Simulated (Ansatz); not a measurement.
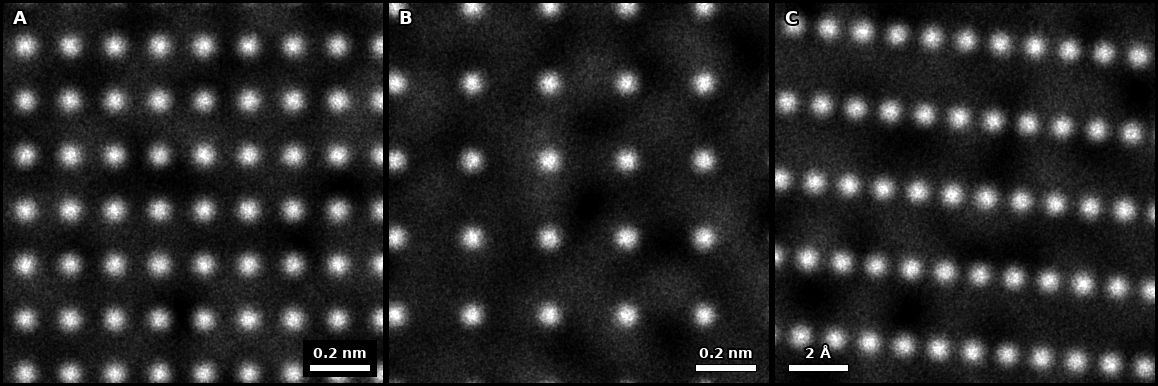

Three views of Ti (Pm-3m, No. 221) along different zone axes. Simulated incoherent Z contrast: every atom adds Z^1.7 spread by a probe of 0.56 Å full width; channelling and multiple scattering are left out. Shot noise and the speckle of an amorphous layer were added. Structure used: the geometry relaxed with DFT, PBE, plane waves (420 eV) with PAW, scalar-relativistic (Ansatz); the starting structure was generated, so it need not be a known form of this composition.

```
Ti
1.0
     2.64510    0.00000    0.00000
     0.00000    2.64510    0.00000
     0.00000    0.00000    2.64510
Ti
1
Direct
  0.00000 0.00000 0.00000
```

Question: Match the panels to the zone axes [001], [210] and [211].

Answer: A is [211]: projected cell 1.53 × 1.87 Å, 90°, plane group p2mm. B is [001]: projected cell 2.65 × 2.65 Å, 90°, plane group p4mm. C is [210]: projected cell 1.18 × 2.65 Å, 90°, plane group p2mm.
